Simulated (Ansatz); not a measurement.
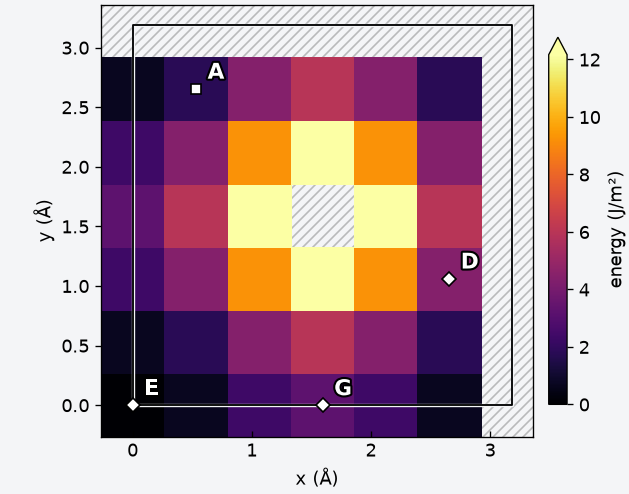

TiAl (Pm-3m, No. 221; 6 atoms in the cell). Gamma surface: rigid slide across a plane, one fault a cell; the plane is (1 0 0) of the conventional cell, and the faces at the cut hold Al and Ti. Places are given modulo a cell vector. The map is drawn in real space over the plane of the slide. Nothing is relaxed (rigid halves, spacing across the cut fixed). The grid has 6 × 6 points; 9 points were computed and 26 follow by symmetry. At 1 point there is no value (left out of the scan, as a rule where atoms come close). Energies are in J/m², from the lowest grid point. These are results of DFT PBE, scalar-relativistic, plane waves, PAW in Ansatz, not measurements. Settings: cutoff 520 eV, k-mesh 14×14×5 in the order of the run's cell vectors, gaussian smearing 0.15 eV, no spin polarisation.

The picture shows one coloured cell a grid point, the outline of one cell of the plane, one colour for all values above the top of the scale, hatched blanks where no value was computed, lettered points.

> Is A the lowest point of the computed grid?

No. A lies 1.8 J/m² above the lowest grid point, which is at (0/6, 0/6) of the cell vectors.

> What kind of point is each of D, E, G: minimum, saddle, maximum or slope?

D: on a slope; E: minimum; G: saddle point. (In these two coordinates alone; a stationary point may lie a little off the grid point.)

> Rank the lettered points by energy, lowest first.

E (0.0 J/m²), A (1.8 J/m²), G (3.3 J/m²), D (4.4 J/m²).

PAW datasets: the set soft_1.
